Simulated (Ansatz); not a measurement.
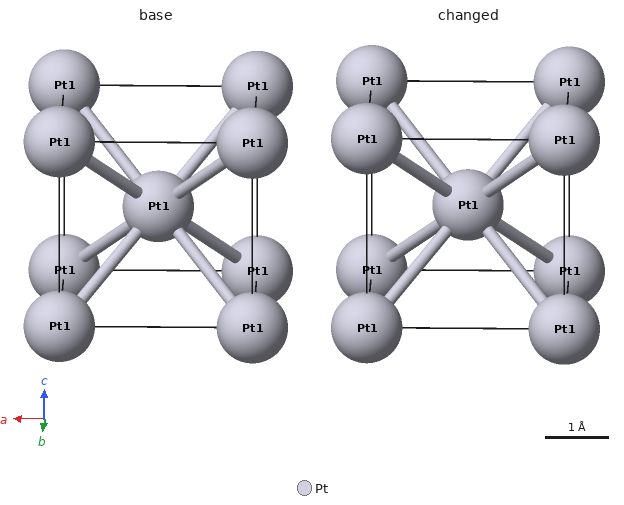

Left: a symmetric starting cell of Pt (made from another compound by putting Pt in place of Pd). Right: the same structure after one change, at the same scale. Style: ball-and-stick. Shown: the conventional cell (2 times the calculation's cell), from a free direction. Lengths and directions refer to the drawn axes.

Method: DFT PBE, scalar-relativistic, plane waves, PAW (Ansatz 0.2.0). Set-up: plane-wave cutoff 420 eV; k-point mesh 18 × 18 × 18; occupations gaussian; smearing width 0.1 eV; no spin polarisation.

What distinguishes the right structure from the left one?

Answer. All lengths are scaled by +2.3 % (volume +7.2 %), the atoms keeping their fractional coordinates. No relaxation follows. The starting cell wasn't computed here and needn't be at equilibrium, so pressure and forces aren't due to the change alone.

How do the computed properties respond?

Answer. Near-neighbour distances before and after: Pt–Pt 2.688 → 2.751 Å. The space group stays Im-3m (No. 229). The pressure is −2.9 GPa (not all of it need come from the change, since the unchanged cell can be under pressure at this level too). All forces vanish by symmetry.
